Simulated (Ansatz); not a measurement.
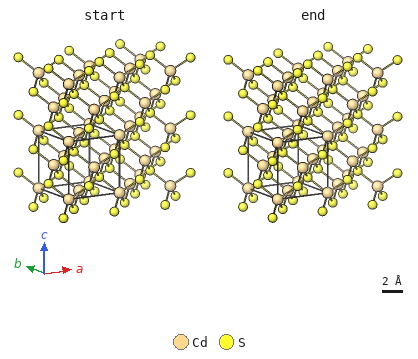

The structure of solid CdS (built on the measured structure type) before (left) and after (right) a relaxation, at one scale.

The picture is a ball-and-stick view of the conventional cell (4 times the calculation's cell), repeated 2 × 1 × 2 with one cell outlined, seen from a free direction. Lengths and directions refer to the drawn axes.

Computed with DFT, PBEsol, plane waves, PAW (Ansatz 0.2.0). Settings: plane-wave cutoff 420 eV; k-point mesh 6 × 6 × 6; occupations fermi dirac; smearing width 0.02 eV; no spin polarisation; cell and atoms relaxed; force threshold 0.005 eV/Å.

> Summarise the run.

After 2 accepted moves (3 points after the start) the energy has fallen by 24.5 meV per cell of the calculation. All forces vanish by symmetry, so only the cell relaxes. Pressure: −2.83 GPa at the start and −0.01 GPa at the end. The SCF was repeated once at an unchanged geometry on a basis and grid sized afresh for the cell, which shifted the energy by 0.4 meV per cell of the calculation at most. The atoms keep their places relative to the cell (all moves are under 0.005 Å). The drawn cell changes as follows: a = b = c 5.926 → 5.825 Å (−1.7 %); the volume changes by −5.1 %. Near-neighbour distances that change, for instance: Cd–S 2.566 → 2.522 Å. The space group stays F-43m (No. 216).
